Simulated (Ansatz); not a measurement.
**Ge: 7 runs along one coordinate**

System: Ge (Imma, 2 atoms in the cell).
Method: Kohn-Sham DFT of a periodic cell, PBEsol, all-electron LAPW, scalar-relativistic, no spin polarisation (Ansatz 0.2.0).

The 7 runs differ only in the geometry, by an even scaling of the cell at fixed fractional positions. The structure derives from a Materials Project entry.

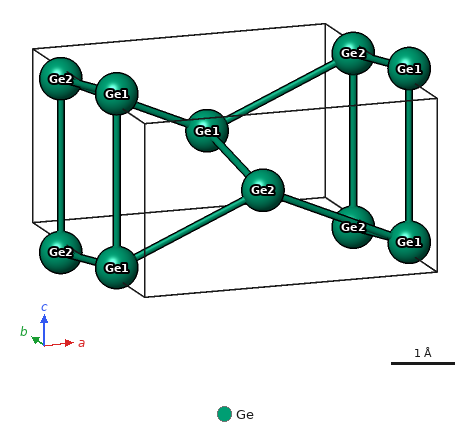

Figure 1. The structure of run 4 (ball-and-stick view of the cell 2 times as large as that of the calculation, set on its symmetry axes, seen slightly off an axis; atoms are numbered from 1 in the order of the input). An atom can appear more than once, as a periodic image.

**Input of run 4**
```yaml
crystal:
  lattice:
    - [-2.495898, 2.650863, 1.436947]
    - [2.495898, -2.650863, 1.436947]
    - [2.495898, 2.650863, -1.436947]
  atoms:
    - { symbol: Ge, position: [0.314057, 0.064057, 0.25] }
    - { symbol: Ge, position: [0.685943, 0.935943, 0.75] }
kpoints:
  mp_grid: { grid: [11, 11, 11] }
scf:
  occupations: { method: fermi_dirac, width: 0.05 }
hamiltonian:
  xc: pbesol
  pseudopotentials: { kind: all_electron, lapw: { basis_error: 0.0005 } }
output:
  forces: true
  stress: true
  eigenvalues: true
```

Command:
```bash
ansatz run input.yaml --threads 1 --pin off --max-ram 3072MiB --backend cpu --events-out ev --progress --plain --runs-dir out
```

Lattice vectors (Å) and fractional positions of run 4:
```
  -2.495898    2.650863    1.436947
   2.495898   -2.650863    1.436947
   2.495898    2.650863   -1.436947
Ge  0.314057  0.064057  0.250000
Ge  0.685943  0.935943  0.750000
```

Run 5 differs from it as follows:
```diff
-    - [-2.495898, 2.650863, 1.436947]
-    - [2.495898, -2.650863, 1.436947]
-    - [2.495898, 2.650863, -1.436947]
+    - [-2.5124276075, 2.6684188957, 1.4464634826]
+    - [2.5124276075, -2.6684188957, 1.4464634826]
+    - [2.5124276075, 2.6684188957, -1.4464634826]
```

**Results, with one run withheld**

```csv
run,volume per atom (Å³),"free energy per atom, from the lowest run given (meV)",pressure (GPa)
1,17.874,3.51,2.40
2,18.254,0.00,0.59
3,18.634,0.57,−1.03
4,19.014,4.74,−2.46
5,19.395,?,?
6,19.775,22.31,−4.84
7,20.155,35.02,−5.84
```

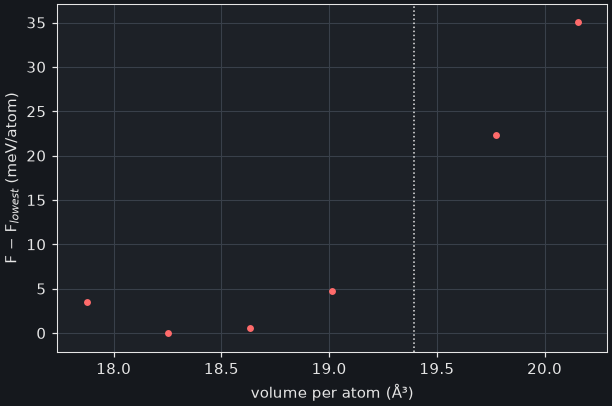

Figure 2. Free energy per atom of the runs given; the dotted line marks run 5.

Estimate the energy of run 5 from the others.

A cubic polynomial in V^(−2/3) (the Birch–Murnaghan form), fitted to the 6 runs given, misses them by at most 0.01 meV per atom. With x = V^(−2/3) − 0.14082 Å⁻², it reads F = 3.4399 − 2682.9 x + 4.8563e+05 x² + 1.4652e+06 x³ (meV per atom). At run 5 it gives 12.12 meV per atom, and the run itself gives 12.12. The slope of the fit gives a pressure −dF/dV of −3.73 GPa there, and the run prints −3.72 GPa. The fit has its minimum at 18.387 Å³ per atom, where V d²F/dV² gives 79.4 GPa. Cell shape and fractional positions are held, so this is the stiffness under even scaling; the relaxed bulk modulus wasn't computed.

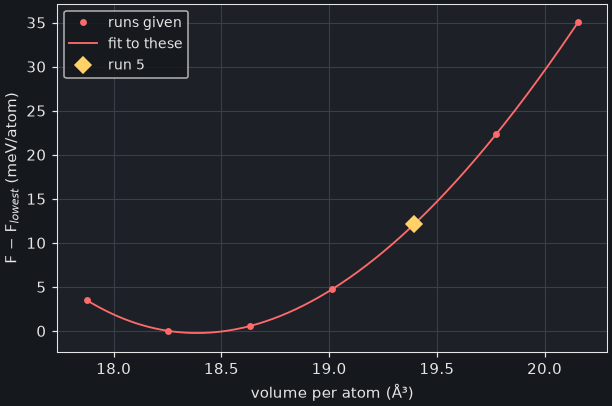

Figure 3. The fit and the withheld run.

**Output, shortened to warnings, some set-up lines, iterations and results (run 5)**
```
Basis set: ecut = 269.0745342712987 eV, 399 PW (Γ), FFT grids on a1+a2, a2, a3, exchange–correlation at level 2
Symmetry: 8 space group operations
k-points: 216 of 1331
Initial density: superposition of atomic densities (chi_scale 0.1, normalization cell)
[...]
SCF iter   1: F=—  HF=-114149.335805 eV  |F-HF|=—  |Δ(HF+E_count)|=         —  Δρ=1.24e-2  dr2=3.47e-2  ethr=7.85e-5  ⟨swp⟩=3.0  Hψ=38845  notcnv=0
SCF iter   2: F=—  HF=-114149.311562 eV  |F-HF|=—  |Δ(HF+E_count)|=   2.42e-2  Δρ=8.07e-3  dr2=1.71e-2  ethr=7.85e-5  ⟨swp⟩=2.0  Hψ=17451  notcnv=0
SCF iter   3: F=—  HF=-114149.309066 eV  |F-HF|=—  |Δ(HF+E_count)|=   2.50e-3  Δρ=4.71e-3  dr2=6.38e-3  ethr=3.88e-5  ⟨swp⟩=2.0  Hψ=17029  notcnv=0
SCF iter   4: F=—  HF=-114149.308652 eV  |F-HF|=—  |Δ(HF+E_count)|=   4.13e-4  Δρ=1.72e-3  dr2=1.08e-3  ethr=1.45e-5  ⟨swp⟩=2.0  Hψ=17033  notcnv=0
SCF iter   5: F=—  HF=-114149.308545 eV  |F-HF|=—  |Δ(HF+E_count)|=   1.08e-4  Δρ=2.46e-4  dr2=2.87e-5  ethr=6.53e-8  ⟨swp⟩=2.0  Hψ=28959  notcnv=0
SCF iter   6: F=—  HF=-114149.308546 eV  |F-HF|=—  |Δ(HF+E_count)|=   1.04e-6  Δρ=8.63e-5  dr2=3.60e-6  ethr=6.53e-8  ⟨swp⟩=2.0  Hψ=17031  notcnv=0
SCF iter   7: F=-114149.308546 eV  HF=-114149.308546 eV  |F-HF|=2.36e-8  |Δ(HF+E_count)|=   5.98e-7  Δρ=1.60e-5  dr2=9.12e-8  ethr=8.18e-9  ⟨swp⟩=2.0  Hψ=17031  notcnv=0
SCF 1 converged in 7 iterations: F = -114149.308546 eV  dr2 = 9.12e-8
SCF converged after 7 iterations
Free energy (F): -114149.308546 eV
Harris-Foulkes:  -114149.308546 eV  (|F-HF|=2.36e-8)
Internal energy: -114149.301825 eV  (E = F + TS)
E sigma→0 (E₀):  -114149.305186 eV
Entropy (-TS):   -0.006721 eV (-3.361 meV/atom)
Fermi energy:    12.022897 eV
--- Per-component energies (eV) ---
  E_band       = -1985.439951
  E_kinetic    = 116528.395352
  E_xc         = -4255.159166
  E_electrostatic = -226422.538011  (all electrons and nuclei)
  E_smearing   = -0.006721  (= −TS)
  E_closure    = 0.000000  (closes the sum)
  E_atoms      = -114139.838039  (free atoms, spherical and without spin; not in F)
  Σ components = -114149.308546   (vs F -114149.308546, Δ=0.00e0)
  Basis errors (estimates in eV, not in F): energy 1.8e-4 per atom: plane waves 1.6e-4 (8.6e-5 summed), levels above the bands 1.4e-67, relativity 5.4e-9, radial functions 2.1e-5, core shells 4.4e-11; eigenvalues (radial functions only) 2.2e-6; not estimated: angular momenta, meshes, grids; target …
--- Forces (eV/Å), atoms counted from 1 ---
  atom   1  Ge    -0.00000000    -0.00000000     0.06056766
  atom   2  Ge     0.00000000     0.00000000    -0.06056766
  max |Σ_I F_I| component: 0.00e0 eV/Å
--- Stress (GPa, compression-positive) ---
       -2.628080       0.000000       0.000000
        0.000000      -4.521701      -0.000000
        0.000000      -0.000000      -4.018849
  P = ⅓ Tr σ = -3.7229 GPa (-37.229 kbar)
```
